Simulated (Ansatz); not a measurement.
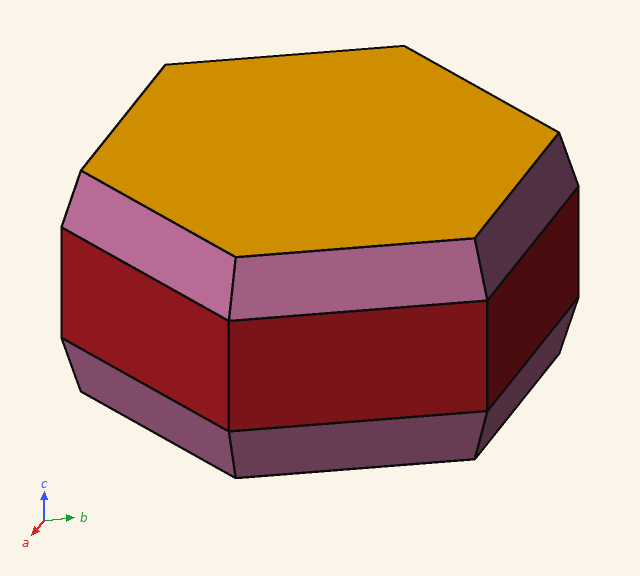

Crystal habit computed by the BFDH rule (growth rate of a face proportional to 1/d, systematic absences taken into account). This is a geometric estimate, not an energy calculation. Faces of one form share a colour. Cell of TiC: space group P6_3/mmc (No. 194), a = 3.101 Å, b = 3.101 Å, c = 9.783 Å, α = 90.00°, β = 90.00°, γ = 120.00°. Source: the end point of a relaxation with Ansatz 0.2.0, DFT PBE, scalar-relativistic, plane waves, PAW; the starting structure was generated, so it need not be a known form of this composition. Forms under 0.4 % of the area are left out.

**Which form is which colour?**

yellow: {002} (d = 4.89 Å, 44 % of the area); red: {100} (d = 2.69 Å, 28 % of the area); pink: {101} (d = 2.59 Å, 28 % of the area).
